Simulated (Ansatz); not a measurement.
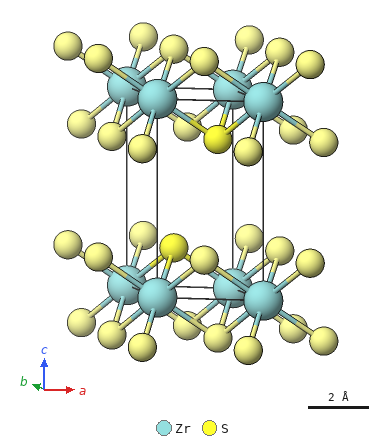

The image is a ball-and-stick drawing of a crystal, viewed slightly off an axis. The unit cell is outlined; an atom on or near a face, edge or corner is repeated at each equivalent position. The bonded neighbours beyond the faces are included, in fainter colours.

Cell: a = 3.69 Å, b = 3.69 Å, c = 6.76 Å, α = 90.00°, β = 90.00°, γ = 120.00°.

Question: What is the formula unit?

Answer: ZrS2. The cell holds 1 Zr, 2 S, counting shared atoms by their share.

Question: Give the coordination environment of Zr.

Answer: Six S in an octahedral arrangement at about 2.5 to 2.6 Å. Not all metal-metal contacts are counted.

Question: Describe the connectivity.

Answer: The bonds build ZrS2 layers parallel to (001).

Question: What is the undistorted parent?

Answer: It is a distorted form of a primitive hexagonal structure, space group P-3m1 (No. 164) within 0.25 Å: cadmium iodide (CdI₂, 1T) type.

Origin of the cell: a structure type known for this compound. The cell was then strained or its atoms displaced on purpose. It went into a calculation with Ansatz.
